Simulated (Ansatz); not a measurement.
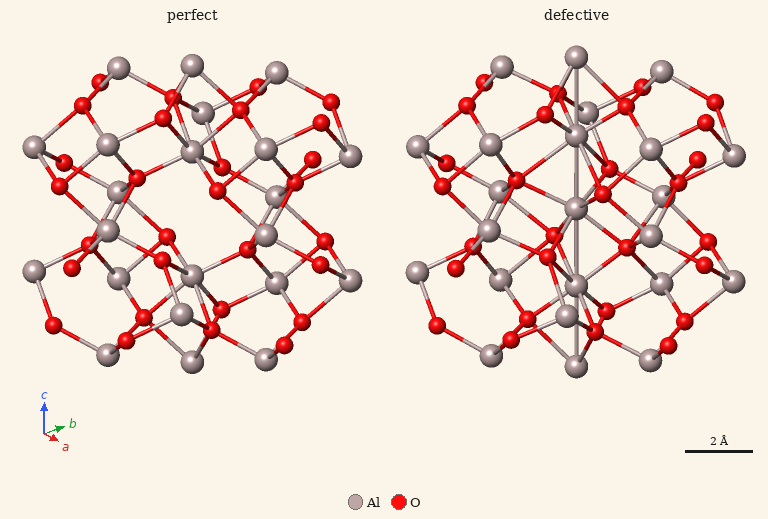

Left: perfect Al$_{2}$O$_{3}$. Right: the same region with one point defect, after relaxing the atoms in a supercell of 120 sites. The picture is a ball-and-stick view of the atoms within 5.4 Å of one point, in a slice 5.0 Å thick across the line of sight, seen slightly off an axis.

Theory: DFT, PBEsol, PAW, plane waves (Ansatz 0.2.0). (plane-wave cutoff 420 eV; k-point mesh 1 × 1 × 1; mesh shifted by (0.25, 0.25, 0.25); collinear spin) Fermi-Dirac smearing of 0.01 eV. A uniform background neutralises the charged cell. The axes drawn are those of the host's conventional cell.

Which defect is it?

Answer. An extra aluminium atom is put between the host's atoms (an interstitial).

The charge state of the cell is +2.

What does the relaxation do around it?

Answer. The Al atom starts with 2 Al at 1.92 Å, 6 O at 1.92 to 2.04 Å around its place and ends with 6 O at 1.92 to 1.99 Å, 1 Al at 2.25 Å. Of the host's atoms, an aluminium atom moves furthest from its site, by 0.50 Å. The Al atom itself moves 0.17 Å from where it was put. The cell's net moment is 1.00 μB.

Limits of the set-up: the cell is charged, on a uniform background, and energies carry no finite-size correction.
